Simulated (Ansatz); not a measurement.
Geometry relaxation, with input and output: Al₂₄O₃₅ (part 1 of 3)

System: Al₂₄O₃₅ (defect cell, 59 atoms in the cell).
Method: DFT PBE, scalar-relativistic, plane waves, PAW, no spin polarisation (Ansatz 0.2.0).

The structure derives from an entry of the Crystallography Open Database.

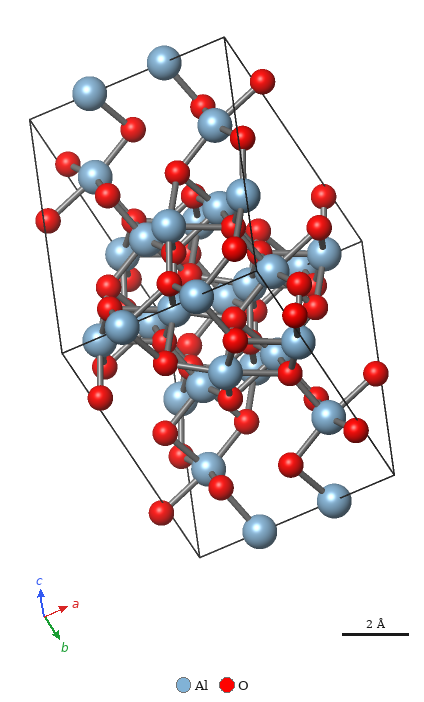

The input geometry (ball-and-stick view of the cell of the calculation, seen at an oblique angle). An atom can appear more than once, as a periodic image. Near neighbours in the periodic cell (some may lie outside the picture): Al has 6 O at 1.87 to 1.99 Å; Al has 5 O at 1.81 to 2.07 Å; O has 4 Al at 1.81 to 2.07 Å.

The input
```yaml
crystal:
  lattice:
    - [0.0, 8.3289290079, 0.0]
    - [7.2130641072, -1.3881548346, -4.374498418]
    - [-7.2130641072, -1.3881548346, -4.374498418]
  atoms:
    - { symbol: Al, position: [0.823927324, 0.8051153053, 0.1384486386] }
    - { symbol: Al, position: [0.323927324, 0.6384486386, 0.3051153053] }
    - { symbol: Al, position: [0.8194717619, 0.1425609828, 0.8105834136] }
    - { symbol: Al, position: [0.323927324, 0.9717819719, 0.9717819719] }
    - { symbol: Al, position: [0.823927324, 0.4717819719, 0.4717819719] }
    - { symbol: Al, position: [0.323927324, 0.3051153053, 0.6384486386] }
    - { symbol: Al, position: [0.926072676, 0.1115513614, 0.4448846947] }
    - { symbol: Al, position: [0.426072676, 0.9448846947, 0.6115513614] }
    - { symbol: Al, position: [0.9183980813, 0.4435886633, 0.1112265219] }
    - { symbol: Al, position: [0.426072676, 0.2782180281, 0.2782180281] }
    - { symbol: Al, position: [0.926072676, 0.7782180281, 0.7782180281] }
    - { symbol: Al, position: [0.426072676, 0.6115513614, 0.9448846947] }
    - { symbol: Al, position: [0.6748372462, 0.3555083545, 0.6926463557] }
    - { symbol: Al, position: [0.176072676, 0.1948846947, 0.8615513614] }
    - { symbol: Al, position: [0.676072676, 0.6948846947, 0.3615513614] }
    - { symbol: Al, position: [0.176072676, 0.5282180281, 0.5282180281] }
    - { symbol: Al, position: [0.676072676, 0.0282180281, 0.0282180281] }
    - { symbol: Al, position: [0.176072676, 0.8615513614, 0.1948846947] }
    - { symbol: Al, position: [0.573927324, 0.0551153053, 0.3884486386] }
    - { symbol: Al, position: [0.073927324, 0.8884486386, 0.5551153053] }
    - { symbol: Al, position: [0.573927324, 0.3884486386, 0.0551153053] }
    - { symbol: Al, position: [0.073927324, 0.2217819719, 0.2217819719] }
    - { symbol: Al, position: [0.573927324, 0.7217819719, 0.7217819719] }
    - { symbol: Al, position: [0.0697663748, 0.5477684419, 0.8767136893] }
    - { symbol: O, position: [0.375, 0.2270571718, 0.0229428282] }
    - { symbol: O, position: [0.875, 0.7270571718, 0.5229428282] }
    - { symbol: O, position: [0.375, 0.5603905051, 0.6896094949] }
    - { symbol: O, position: [0.875, 0.0603905051, 0.1896094949] }
    - { symbol: O, position: [0.375, 0.8937238385, 0.3562761615] }
    - { symbol: O, position: [0.5280857577, 0.4073047474, 0.8426952526] }
    - { symbol: O, position: [0.0280857577, 0.2406380808, 0.0093619192] }
    - { symbol: O, position: [0.5280857577, 0.7406380808, 0.5093619192] }
    - { symbol: O, position: [0.0280857577, 0.5739714141, 0.6760285859] }
    - { symbol: O, position: [0.5280857577, 0.0739714141, 0.1760285859] }
    - { symbol: O, position: [0.0280857577, 0.9073047474, 0.3426952526] }
    - { symbol: O, position: [0.7219142423, 0.5739714141, 0.6760285859] }
    - { symbol: O, position: [0.2219142423, 0.4073047474, 0.8426952526] }
    - { symbol: O, position: [0.7219142423, 0.9073047474, 0.3426952526] }
    - { symbol: O, position: [0.2219142423, 0.7406380808, 0.5093619192] }
    - { symbol: O, position: [0.7219142423, 0.2406380808, 0.0093619192] }
    - { symbol: O, position: [0.2219142423, 0.0739714141, 0.1760285859] }
    - { symbol: O, position: [0.625, 0.7729428282, 0.9770571718] }
    - { symbol: O, position: [0.125, 0.6062761615, 0.1437238385] }
    - { symbol: O, position: [0.625, 0.1062761615, 0.6437238385] }
    - { symbol: O, position: [0.125, 0.9396094949, 0.8103905051] }
    - { symbol: O, position: [0.625, 0.4396094949, 0.3103905051] }
    - { symbol: O, position: [0.125, 0.2729428282, 0.4770571718] }
    - { symbol: O, position: [0.9719142423, 0.7593619192, 0.9906380808] }
    - { symbol: O, position: [0.4719142423, 0.5926952526, 0.1573047474] }
    - { symbol: O, position: [0.9719142423, 0.0926952526, 0.6573047474] }
    - { symbol: O, position: [0.4719142423, 0.9260285859, 0.8239714141] }
    - { symbol: O, position: [0.9719142423, 0.4260285859, 0.3239714141] }
    - { symbol: O, position: [0.4719142423, 0.2593619192, 0.4906380808] }
    - { symbol: O, position: [0.7780857577, 0.5926952526, 0.1573047474] }
    - { symbol: O, position: [0.2780857577, 0.4260285859, 0.3239714141] }
    - { symbol: O, position: [0.7780857577, 0.9260285859, 0.8239714141] }
    - { symbol: O, position: [0.2780857577, 0.7593619192, 0.9906380808] }
    - { symbol: O, position: [0.7780857577, 0.2593619192, 0.4906380808] }
    - { symbol: O, position: [0.2780857577, 0.0926952526, 0.6573047474] }
  host:
    lattice:
      - [2.4043547024, 1.3881548346, 4.374498418]
      - [-2.4043547024, 1.3881548346, 4.374498418]
      - [0.0, -2.7763096693, 4.374498418]
    atoms:
      - { symbol: Al, position: [0.352145352, 0.352145352, 0.352145352] }
      - { symbol: Al, position: [0.147854648, 0.147854648, 0.147854648] }
      - { symbol: Al, position: [0.647854648, 0.647854648, 0.647854648] }
      - { symbol: Al, position: [0.852145352, 0.852145352, 0.852145352] }
      - { symbol: O, position: [0.5561715154, 0.9438284846, 0.25] }
      - { symbol: O, position: [0.25, 0.5561715154, 0.9438284846] }
      - { symbol: O, position: [0.9438284846, 0.25, 0.5561715154] }
      - { symbol: O, position: [0.4438284846, 0.0561715154, 0.75] }
      - { symbol: O, position: [0.75, 0.4438284846, 0.0561715154] }
      - { symbol: O, position: [0.0561715154, 0.75, 0.4438284846] }
basis:
  ecutwfc: 420
  xc_grid: 2
kpoints:
  mp_grid: { grid: [2, 2, 2], shift: [0.5, 0.5, 0.5] }
hamiltonian:
  xc: pbe
scf:
  occupations: { method: gaussian, width: 0.01 }
output:
  forces: true
  stress: false
  eigenvalues: true
  charged_corrections:
    defect_position: [0.875, 0.39372384, 0.85627616]
    epsilon: [[10.1759, 0.0, 0.0], [0.0, 10.1759, 0.0], [0.0, 0.0, 12.5375]]
  write_density: true
  write_potential: true
  elf: true
  volumetric_format: npy
relax:
  adjacent_minimum: "off"
  f_tol: 0.025
  max_steps: 60
```

Hardware: 8 threads of Oxide Virtual Turin-like (Zen 5), 32 GiB of memory available, shared host.

Launch command:
```bash
ansatz run input.yaml --threads 8 --pin off --max-ram 22528MiB --backend cpu --events-out ev --progress --plain --runs-dir out
```

The program's output
```
Engine: ansatz 0.2.0, x86_64-unknown-linux-gnu
Pseudopotentials: kind: paw
Pseudopotential: Al, paw, valence charge 3, recommended cutoff 420 eV (normal), Al.paw.azcp
Pseudopotential: O, paw, valence charge 6, recommended cutoff 420 eV (normal), O.paw.azcp
Functional definition: PBE
  parameter kappa = 0.804
  parameter beta = 0.06672455060314922
  exchange = pbe_x(kappa = kappa, mu = beta*pi^2/3)
  correlation = pbe_c(beta = beta)
Crystal: 59 atoms, lattice volume = 525.614 Å³
Basis set: ecut = 420 eV, 10293 PW (Γ), exchange–correlation on 120×120×120 points (8 copies of the dense FFT grid, shifted against one another)
Bands: 200, of which v1, the nominal top of the filled ones, is band 141 counted from 1 (140 counted from 0)
Symmetry: 1 space group operations
Space group: P1 (ITA 1), of the structure as read, at distance tolerance 8.1e-5 Å
k-points: 4 of 8 (time reversal used)
Non-local potential: Al, projectors of the file, l = 0: 2, l = 1: 2, l = 2: 1
Non-local potential: O, projectors of the file, l = 0: 2, l = 1: 2, l = 2: 1
PAW form: soft (Blöchl's): semilocal exchange-correlation on the pseudo side does not see the compensation charge
PAW one-centre angular grid: Al, 110 points (default); XC on 64 Gauss nodes
PAW one-centre angular grid: O, 110 points (default); XC on 64 Gauss nodes
Initial density: superposition of atomic densities (neutral atoms: chi_scale 0, normalization atom), corrected by the library's trained network
Initial wavefunctions: pseudopotential atomic-orbital guess
Functional: x = pbe(κ = 0.804, μ = 0.2195149727645171), c = pbe(β = 0.06672455060314922)
SCF iter   1: F=—  HF=-32845.724304 eV  |F-HF|=—  |Δ(HF+E_count)|=         —  Δρ=2.61e-3  dr2=3.33e-2  ethr=1.77e-3  ⟨swp⟩=6.5  Hψ=3628  notcnv=0  defer=126
preconditioner: auto → Resta (q_TF=auto, 2.459 Å⁻¹)  ε∞=3.6  [insulator: Δε(μ)=3.947 eV  Ē_g=17.005 eV  σ=0.010 eV  W_gap=1.00  n_scr=130 (ndim 8)  ℏωp=27.2 eV  f_vac=0.000  D(μ)=0.00/eV (n_scr^D=0)  ε∞_Penn≈3.6]
SCF iter   2: F=—  HF=-32845.727178 eV  |F-HF|=—  |Δ(HF+E_count)|=   2.87e-3  Δρ=1.37e-3  dr2=7.80e-3  ethr=1.18e-5  ⟨swp⟩=3.0  Hψ=1516  notcnv=0  defer=217
SCF iter   3: F=—  HF=-32845.729671 eV  |F-HF|=—  |Δ(HF+E_count)|=   2.49e-3  Δρ=5.26e-4  dr2=1.41e-3  ethr=2.77e-6  ⟨swp⟩=2.0  Hψ=1017  notcnv=0  defer=217
SCF iter   4: F=—  HF=-32845.729666 eV  |F-HF|=—  |Δ(HF+E_count)|=   5.18e-6  Δρ=1.28e-4  dr2=7.24e-5  ethr=4.99e-7  ⟨swp⟩=2.0  Hψ=1030  notcnv=0  defer=217
iter 5 did not close the SCF: its close was put off for the readings that it lacked (scf_convergence_deferred on its scf_iter line)
SCF iter   5: F=-32845.729669 eV  HF=-32845.729671 eV  |F-HF|=2.18e-6  |Δ(HF+E_count)|=   4.64e-6  Δρ=4.66e-5  dr2=8.31e-6  ethr=2.57e-8  ⟨swp⟩=2.0  Hψ=1013  notcnv=0  defer=217
SCF iter   6: F=-32845.729671 eV  HF=-32845.729671 eV  |F-HF|=7.27e-8  |Δ(HF+E_count)|=   5.98e-7  Δρ=1.28e-5  dr2=5.80e-7  ethr=2.95e-9  ⟨swp⟩=23.2  Hψ=8051  notcnv=0
SCF 1 converged in 6 iterations: F = -32845.729671 eV  dr2 = 5.80e-7
  greatest PAW one-centre occupation: 0.860 electrons in one spin orbital (limit 2), on the O atom at site 39 (counted from 0), in its partial waves of l = 0
relax step   1: F+E_penalty+E_count = -32845.72967142 eV  Δ(F+E_penalty+E_count) = +0.000e0 eV  max|allowed force component| = 1.579e0 eV/Å  Δτ_max = 0.0000 Å  (6 SCF iters, dr2 threshold 1.56e-5 eV, accepted)
Initial density: handed on by an earlier stage of this run
Initial wavefunctions: those handed on with the density
iter 1 solved again at ethr=3.74e-6 eV; its pass at ethr=3.10e-3 eV (dr2=1.05e-2 eV) is discarded
SCF iter   1: F=—  HF=-32845.874461 eV  |F-HF|=—  |Δ(HF+E_count)|=         —  Δρ=1.54e-3  dr2=1.08e-2  ethr=3.74e-6  ⟨swp⟩=2.0  Hψ=2227  notcnv=0  defer=217
preconditioner: auto → Resta (q_TF=auto, 2.459 Å⁻¹)  ε∞=3.6  [insulator: Δε(μ)=4.018 eV  Ē_g=17.007 eV  σ=0.010 eV  W_gap=1.00  n_scr=130 (ndim 8)  ℏωp=27.2 eV  f_vac=0.000  D(μ)=0.00/eV (n_scr^D=0)  ε∞_Penn≈3.6]
SCF iter   2: F=—  HF=-32845.872094 eV  |F-HF|=—  |Δ(HF+E_count)|=   2.37e-3  Δρ=7.63e-4  dr2=3.22e-3  ethr=3.74e-6  ⟨swp⟩=3.0  Hψ=1109  notcnv=0  defer=217
SCF iter   3: F=—  HF=-32845.871506 eV  |F-HF|=—  |Δ(HF+E_count)|=   5.87e-4  Δρ=4.03e-4  dr2=6.07e-4  ethr=1.14e-6  ⟨swp⟩=2.0  Hψ=975  notcnv=0  defer=217
SCF iter   4: F=—  HF=-32845.871370 eV  |F-HF|=—  |Δ(HF+E_count)|=   1.36e-4  Δρ=6.73e-5  dr2=2.42e-5  ethr=2.15e-7  ⟨swp⟩=2.0  Hψ=1129  notcnv=0  defer=217
SCF iter   5: F=-32845.871369 eV  HF=-32845.871369 eV  |F-HF|=8.04e-7  |Δ(HF+E_count)|=   8.15e-7  Δρ=2.06e-5  dr2=1.64e-6  ethr=8.57e-9  ⟨swp⟩=21.2  Hψ=8311  notcnv=0
SCF 2 converged in 5 iterations: F = -32845.871369 eV  dr2 = 1.64e-6
  greatest PAW one-centre occupation: 0.860 electrons in one spin orbital (limit 2), on the O atom at site 43 (counted from 0), in its partial waves of l = 0
relax step   2: F+E_penalty+E_count = -32845.87136867 eV  Δ(F+E_penalty+E_count) = -1.417e-1 eV  max|allowed force component| = 8.749e-1 eV/Å  Δτ_max = 0.0432 Å  (5 SCF iters, dr2 threshold 1.00e-4 eV, accepted)
SCF iter   1: F=—  HF=-32845.976697 eV  |F-HF|=—  |Δ(HF+E_count)|=         —  Δρ=2.42e-3  dr2=3.07e-2  ethr=7.96e-5  ⟨swp⟩=4.0  Hψ=1570  notcnv=0  defer=217
preconditioner: auto → Resta (q_TF=auto, 2.459 Å⁻¹)  ε∞=3.6  [insulator: Δε(μ)=4.117 eV  Ē_g=16.999 eV  σ=0.010 eV  W_gap=1.00  n_scr=130 (ndim 8)  ℏωp=27.2 eV  f_vac=0.000  D(μ)=0.00/eV (n_scr^D=0)  ε∞_Penn≈3.6]
SCF iter   2: F=—  HF=-32845.968967 eV  |F-HF|=—  |Δ(HF+E_count)|=   7.73e-3  Δρ=1.20e-3  dr2=7.88e-3  ethr=1.09e-5  ⟨swp⟩=2.0  Hψ=939  notcnv=0  defer=217
SCF iter   3: F=—  HF=-32845.967004 eV  |F-HF|=—  |Δ(HF+E_count)|=   1.96e-3  Δρ=5.19e-4  dr2=9.85e-4  ethr=2.79e-6  ⟨swp⟩=2.0  Hψ=1026  notcnv=0  defer=217
SCF iter   4: F=—  HF=-32845.966798 eV  |F-HF|=—  |Δ(HF+E_count)|=   2.05e-4  Δρ=1.22e-4  dr2=6.17e-5  ethr=3.49e-7  ⟨swp⟩=2.0  Hψ=1127  notcnv=0  defer=217
SCF iter   5: F=-32845.966798 eV  HF=-32845.966799 eV  |F-HF|=1.64e-6  |Δ(HF+E_count)|=   1.12e-6  Δρ=2.87e-5  dr2=3.51e-6  ethr=1.70e-8  ⟨swp⟩=21.5  Hψ=8304  notcnv=0
SCF 3 converged in 5 iterations: F = -32845.966798 eV  dr2 = 3.51e-6
relax step   3: F+E_penalty+E_count = -32845.96679773 eV  Δ(F+E_penalty+E_count) = -9.543e-2 eV  max|allowed force component| = 6.193e-2 eV/Å  Δτ_max = 0.0660 Å  (5 SCF iters, dr2 threshold 4.78e-5 eV, accepted)
SCF iter   1: F=—  HF=-32845.969116 eV  |F-HF|=—  |Δ(HF+E_count)|=         —  Δρ=4.47e-4  dr2=9.79e-4  ethr=4.64e-6  ⟨swp⟩=3.0  Hψ=1554  notcnv=0  defer=217
preconditioner: auto → Resta (q_TF=auto, 2.459 Å⁻¹)  ε∞=3.6  [insulator: Δε(μ)=4.155 eV  Ē_g=16.992 eV  σ=0.010 eV  W_gap=1.00  n_scr=130 (ndim 8)  ℏωp=27.2 eV  f_vac=0.000  D(μ)=0.00/eV (n_scr^D=0)  ε∞_Penn≈3.6]
SCF iter   2: F=—  HF=-32845.968911 eV  |F-HF|=—  |Δ(HF+E_count)|=   2.05e-4  Δρ=2.34e-4  dr2=2.55e-4  ethr=3.47e-7  ⟨swp⟩=1.0  Hψ=920  notcnv=0  defer=217
SCF iter   3: F=—  HF=-32845.968863 eV  |F-HF|=—  |Δ(HF+E_count)|=   4.77e-5  Δρ=1.00e-4  dr2=3.90e-5  ethr=9.06e-8  ⟨swp⟩=2.2  Hψ=1007  notcnv=0  defer=217
SCF iter   4: F=—  HF=-32845.969114 eV  |F-HF|=—  |Δ(HF+E_count)|=   2.51e-4  Δρ=2.15e-5  dr2=1.75e-6  ethr=1.38e-8  ⟨swp⟩=2.0  Hψ=1125  notcnv=0  defer=217
SCF iter   5: F=—  HF=-32845.969114 eV  |F-HF|=—  |Δ(HF+E_count)|=   1.72e-7  Δρ=7.50e-6  dr2=2.10e-7  ethr=6.19e-10  ⟨swp⟩=2.0  Hψ=1034  notcnv=0  defer=217
SCF iter   6: F=-32845.969114 eV  HF=-32845.969114 eV  |F-HF|=4.69e-9  |Δ(HF+E_count)|=   3.43e-8  Δρ=2.43e-6  dr2=2.01e-8  ethr=3.55e-11  ⟨swp⟩=17.2  Hψ=5955  notcnv=0
SCF 4 converged in 6 iterations: F = -32845.969114 eV  dr2 = 2.01e-8
relax step   4: F+E_penalty+E_count = -32845.96911411 eV  Δ(F+E_penalty+E_count) = -2.316e-3 eV  max|allowed force component| = 2.089e-2 eV/Å  Δτ_max = 0.0139 Å  (6 SCF iters, accepted)
```

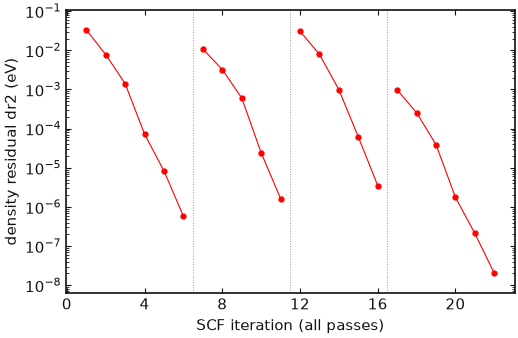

Convergence of the self-consistent field: density residual dr2 against the SCF iteration. The dotted lines part the SCF passes of the relaxation: geometry steps, rejected trials and re-solves on a re-selected basis. The passes take 6, 5, 5 and 6 iterations.

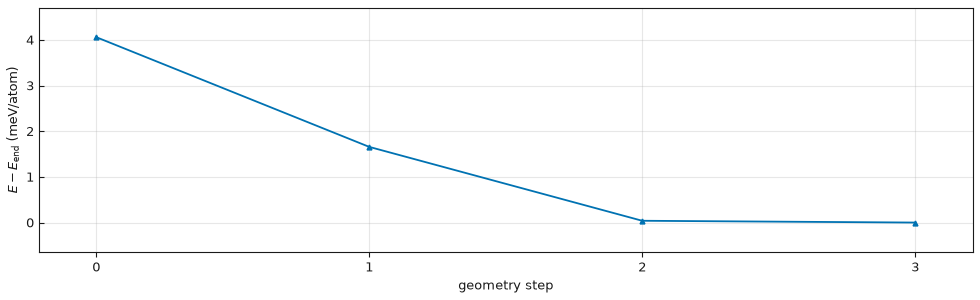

Progress of the relaxation, step by step (the first geometry is step 0 here and step 1 in the log).

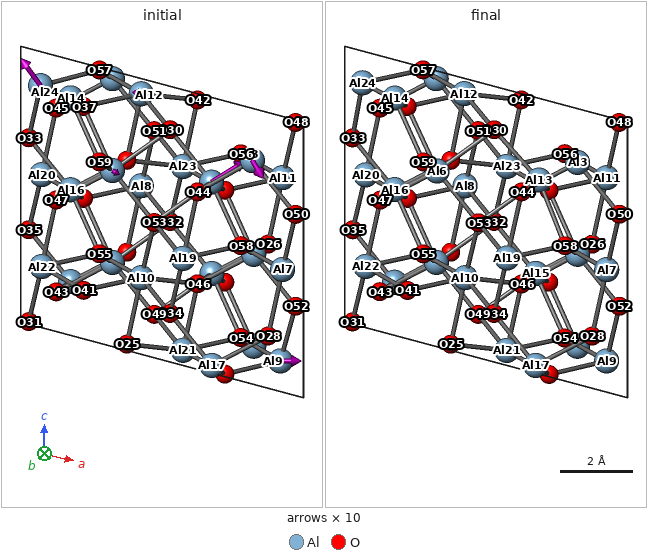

Before (left) and after (right) the relaxation, at one scale (ball-and-stick view of the cell of the calculation, along the b axis). The pink arrows give the displacements, magnified 10 times. After 3 geometry steps the energy has fallen by 4.1 meV per atom. Largest force component: 1.6 eV/Å at the start, 0.021 eV/Å at the end. The atom that moves furthest is Al13 (0.11 Å). Largest moves by element: Al 0.11 Å, O 0.02 Å. The cell doesn't change. Distances before and after: Al13–O53 1.978 → 2.084 Å, Al24–O33 1.809 → 1.889 Å, Al3–O50 1.937 → 1.871 Å, Al24–O43 2.071 → 2.006 Å. Among the angles that change: O30–Al13–O58 165.9° → 159.5°, O33–Al24–O37 104.3° → 100.1°, O36–Al13–O44 165.1° → 160.8°. (Atoms are counted from 1 in the order of the input.)

```
SCF converged after 6 iterations
Free energy (F): -32845.969114 eV
Harris-Foulkes:  -32845.969114 eV  (|F-HF|=4.69e-9)
Internal energy: -32845.969114 eV  (E = F + TS)
E sigma→0 (E₀):  -32845.969114 eV
Fermi energy:    11.659635 eV
--- Per-component energies (eV) ---
  E_band       = 282.140159
  E_kinetic    = 6884.769238
  E_local      = -12067.903710  (includes V_loc(G=0)·N_el)
  E_nonlocal   = 1892.466864
  E_hartree    = 4502.275769
  E_xc         = -3596.654996
  E_vxc        = -4073.762237  (∫ρ·V_xc dr)
  E_paw        = -16766.287462  (= ΣΔE_a)
  E_vpaw       = -1358.072358  (= ΣTr[D̂ρ^β])
  E_aug_tail   = 0.088243  (compensation charges beyond the density's cutoff)
  E_ewald      = -13694.723059
  E_smearing   = -0.000000  (= −TS)
  E_closure    = 0.000000  (closes the sum)
  Σ components = -32845.969114   (vs F -32845.969114, Δ=0.00e0)
```
